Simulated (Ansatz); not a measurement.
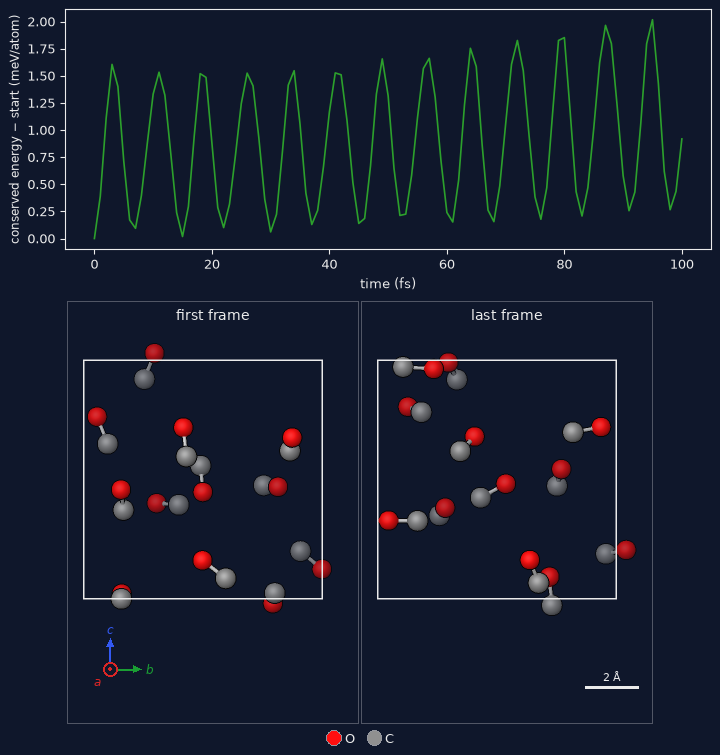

A Born-Oppenheimer molecular dynamics run of a periodic cell with 12 CO at 0.729 g/cm³, 100 fs long. It starts from the last geometry of an earlier run, with fresh velocities. The picture is a ball-and-stick view of the simulation cell, seen along the a axis.

Level of theory: DFT r2SCAN, scalar-relativistic, plane waves, PAW (Ansatz 0.2.0). Run with plane-wave cutoff 500 eV; k-point mesh 1 × 1 × 1; Fermi-Dirac smearing 0.05 eV; low-accuracy preset; Nosé-Hoover thermostat (NVT); set temperature 1500 K; time step 1 fs; thermostat time 50.0 fs.

Check the integration.

The conserved quantity stays between 0 and 2 meV per atom of its start. A straight-line fit has a slope that amounts to +0.32 meV per atom over 100 fs (0.2 % of the mean kinetic energy), its mean offset in the second half is 0.5 %, and the ripple about the line is 1.8 % of the kinetic energy's fluctuation. With a drift under 2 % and a ripple under 7 %, the integration is accurate. Over the second half the temperature averages 1591 K (spread ±268 K). The temperature is still climbing (1262 K in the second quarter, 1806 K in the last), so the run isn't equilibrated. The potential energy in the second half lies on average 47.5 meV per atom above the first frame.

Limits of the set-up: the program's low-accuracy preset was used.

The run took 22 min on 2 threads of Arm Neoverse V2 (shared host), peak memory 1.3 GiB.
